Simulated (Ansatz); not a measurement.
## Electronic structure of AlGa₂As₃ in real space

```xyz
12
Lattice="4.0111 0.0000 0.0000 0.0000 12.0325 0.0000 0.0000 0.0000 5.6696" Properties=species:S:1:pos:R:3 pbc="T T T"
Al    2.0055    6.0163    2.8307
Al    0.0000    0.0000    5.6655
As    0.0000    6.0163    1.4182
As    2.0055    0.0000    4.2530
Ga    0.0000    8.0240    0.0016
Ga    2.0055    2.0077    2.8364
As    0.0000    2.0045    1.4175
As    2.0055    8.0208    4.2523
Ga    0.0000    4.0085    0.0016
Ga    2.0055   10.0248    2.8364
As    0.0000   10.0280    1.4175
As    2.0055    4.0118    4.2523
```

Space group Imm2; started from the ordered alloy on zincblende lattice prototype, which need not be the ambient phase; computed pressure about 2 GPa in this cell.

Computed with DFT, PBE with spin-orbit coupling, plane waves, PAW (Ansatz 0.2.0).

The density is the valence pseudo-density of a PAW calculation; it isn't the true density close to the nuclei.

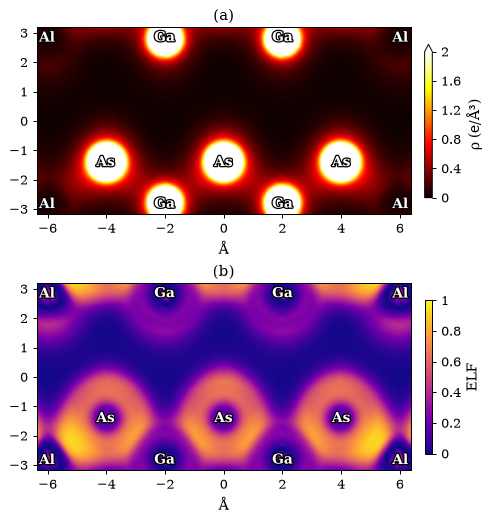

Figure 1. (a) valence electron density; (b) ELF on the (100) plane of the conventional cell.

### Interpret the plot.

The section cuts through Al, As and Ga sites.
Al–As (2.46 Å): the density is about 0.48 e/Å³ at the midpoint; the ELF peaks at about 0.95 between the atoms; a covalent bond.
Ga–As (2.45 Å): the density is about 0.49 e/Å³ at the midpoint; the ELF peaks at about 0.80 between the atoms, as expected for a shared electron pair.
The density dies away to nearly zero in the voids.

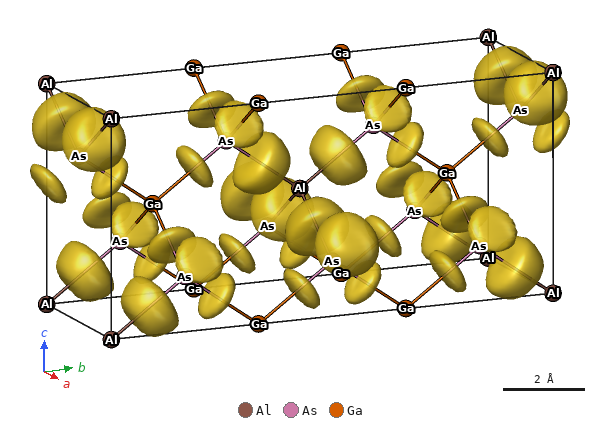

Figure 2. Isosurface of the electron localisation function at 0.7 (yellow), seen slightly off an axis. Core shells and regions of very low density are left out. Sticks mark near contacts.

### Identify the bonds, lone pairs and shells in this picture.

At this value the surface marks out eight regions between bonded Al–As atoms (shared pairs) and 16 regions between bonded As–Ga atoms (shared pairs), counted in one cell of 12 atoms. Any copies at cell faces, edges or corners count once.


Al–As (2.45 Å): the ELF peaks at about 0.95 between the atoms: localised, covalent bonding.

### Metal or insulator at this level of theory?

It is gapped, with a Kohn–Sham gap of 0.84 eV on the k-point mesh, an upper bound to the gap of this method.
